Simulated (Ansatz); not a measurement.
**Energy of Ag along an even scaling of the cell**

System: Ag (2 atoms in the cell).
Method: DFT, revPBE, plane waves (420 eV) with PAW, scalar-relativistic, no spin polarisation (Ansatz 0.2.0).

The 5 runs differ only in the geometry, by an even scaling of the cell at fixed fractional positions.

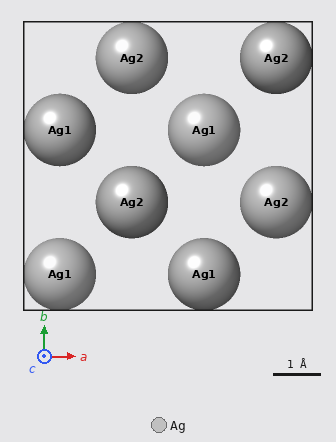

Figure 1. The structure of run 3 (spheres-only view of the cell 4 times as large as that of the calculation, set on its symmetry axes, along the c axis; atoms are numbered from 1 in the order of the input).

**Input of run 3**
```yaml
crystal:
  lattice:
    - [0.0, 3.1224973878, 3.1224973878]
    - [3.1224973878, 0.0, 3.1224973878]
    - [3.1224973878, 3.1224973878, 0.0]
  atoms:
    - { symbol: Ag, position: [0.125, 0.125, 0.125] }
    - { symbol: Ag, position: [0.875, 0.875, 0.875] }
hamiltonian:
  xc: revpbe
  pseudopotentials:
    kind: paw
    azcp:
      Ag: "pseudopotentials/Ag.paw.azcp"
basis:
  ecutwfc: 420
  fft_grid_basis: typed
kpoints:
  mp_grid: { grid: [10, 10, 10], shift: [0, 0, 0] }
magnetization:
  spin_polarized: false
scf:
  occupations: { method: fermi_dirac, width: 0.1 }
  lower_state_search: "off"
output:
  stress: true
```

Run 2 differs from it as follows:
```diff
-    - [0.0, 3.1224973878, 3.1224973878]
-    - [3.1224973878, 0.0, 3.1224973878]
-    - [3.1224973878, 3.1224973878, 0.0]
+    - [0.0, 3.0785126925, 3.0785126925]
+    - [3.0785126925, 0.0, 3.0785126925]
+    - [3.0785126925, 3.0785126925, 0.0]
```

**Results, with one run withheld**

| run | volume per atom (Å³) | free energy per atom, from the lowest run given (meV) | pressure (GPa) |
| --- | --- | --- | --- |
| 1 | 27.907 | 45.22 | 4.39 |
| 2 | 29.176 | ? | ? |
| 3 | 30.444 | 4.18 | 1.09 |
| 4 | 31.713 | 0.00 | 0.01 |
| 5 | 34.250 | 12.45 | −1.45 |

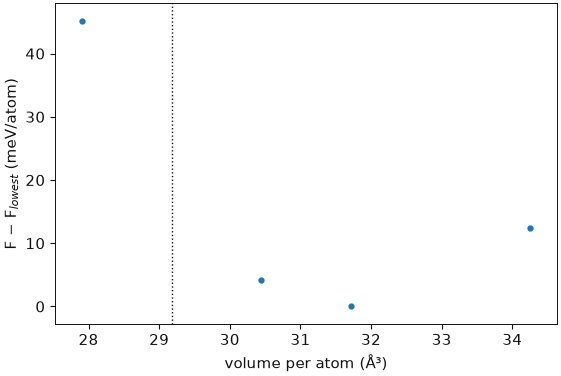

Figure 2. Free energy per atom of the runs given; the dotted line marks run 2.

Fit the runs given and predict run 2.

A quadratic polynomial in V^(−2/3) (the Birch–Murnaghan form), fitted to the 4 runs given, misses them by at most 0.30 meV per atom. With x = V^(−2/3) − 0.10147 Å⁻², it reads F = 1.5605 + 2038.7 x + 5.5416e+05 x² (meV per atom). At run 2 it gives 18.88 meV per atom, and the run itself gives 18.22. The slope of the fit gives a pressure −dF/dV of 2.52 GPa there, and the run prints 2.52 GPa. The fit has its minimum at 31.799 Å³ per atom, where V d²F/dV² gives 24.6 GPa: the bulk modulus at this level, since symmetry fixes the shape and the positions. So low a polynomial doesn't follow these energies more closely.

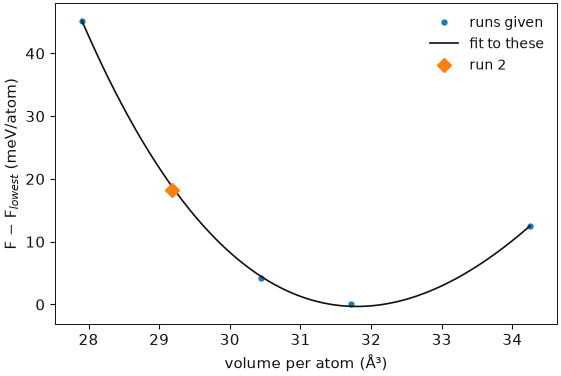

Figure 3. The fit and the withheld run.

**Output, shortened to warnings, some set-up lines, iterations and results (run 2)**
```
Basis set: ecut = 420 eV, 1139 PW (Γ)
Symmetry: 48 space group operations
k-points: 47 of 1000
Initial density: superposition of atomic densities (neutral atoms: chi_scale 0, normalization atom), corrected by the library's trained network
[...]
SCF iter   1: F=—  HF=-15191.067254 eV  |F-HF|=—  |Δ(HF+E_count)|=         —  Δρ=4.48e-3  dr2=1.26e-2  ethr=1.77e-3  ⟨swp⟩=5.5  Hψ=4077  notcnv=0
SCF iter   2: F=—  HF=-15191.066280 eV  |F-HF|=—  |Δ(HF+E_count)|=   9.74e-4  Δρ=2.77e-3  dr2=3.13e-3  ethr=3.32e-5  ⟨swp⟩=2.6  Hψ=2261  notcnv=0
SCF iter   3: F=—  HF=-15191.065354 eV  |F-HF|=—  |Δ(HF+E_count)|=   9.26e-4  Δρ=5.33e-4  dr2=5.45e-5  ethr=8.25e-6  ⟨swp⟩=2.0  Hψ=1614  notcnv=0
SCF iter   4: F=—  HF=-15191.065394 eV  |F-HF|=—  |Δ(HF+E_count)|=   4.00e-5  Δρ=5.16e-5  dr2=5.58e-7  ethr=1.43e-7  ⟨swp⟩=2.0  Hψ=1975  notcnv=0
SCF iter   5: F=—  HF=-15191.065396 eV  |F-HF|=—  |Δ(HF+E_count)|=   1.74e-6  Δρ=2.03e-5  dr2=1.29e-7  ethr=1.47e-9  ⟨swp⟩=2.0  Hψ=1592  notcnv=0
SCF iter   6: F=-15191.065396 eV  HF=-15191.065396 eV  |F-HF|=1.48e-9  |Δ(HF+E_count)|=   5.88e-7  Δρ=2.16e-6  dr2=1.80e-9  ethr=2.63e-10  ⟨swp⟩=4.0  Hψ=3582  notcnv=0
SCF 1 converged in 6 iterations: F = -15191.065396 eV  dr2 = 1.80e-9
SCF converged after 6 iterations
Free energy (F): -15191.065396 eV
Harris-Foulkes:  -15191.065396 eV  (|F-HF|=1.48e-9)
Internal energy: -15191.047400 eV  (E = F + TS)
E sigma→0 (E₀):  -15191.056398 eV
Entropy (-TS):   -0.017996 eV (-8.998 meV/atom)
Fermi energy:    8.220719 eV
--- Per-component energies (eV) ---
  E_band       = -791.273669
  E_kinetic    = 1056.060428
  E_local      = -6632.682639  (includes V_loc(G=0)·N_el)
  E_nonlocal   = 160.291439
  E_hartree    = 2959.461839
  E_xc         = -368.136777
  E_vxc        = -466.600856  (∫ρ·V_xc dr)
  E_paw        = -7817.901278  (= ΣΔE_a)
  E_vpaw       = -827.264630  (= ΣTr[D̂ρ^β])
  E_aug_tail   = 0.000655  (compensation charges beyond the density's cutoff)
  E_ewald      = -4547.982148
  E_core_change = -0.158919  (= ΣΔE_core)
  E_smearing   = -0.017996  (= −TS)
  E_closure    = -0.000000  (closes the sum)
  Σ components = -15191.065396   (vs F -15191.065396, Δ=0.00e0)
--- Stress (GPa, compression-positive) ---
        2.517015       0.000000       0.000000
       -0.000000       2.517015       0.000000
        0.000000       0.000000       2.517015
  P = ⅓ Tr σ = 2.5170 GPa (25.170 kbar)
```
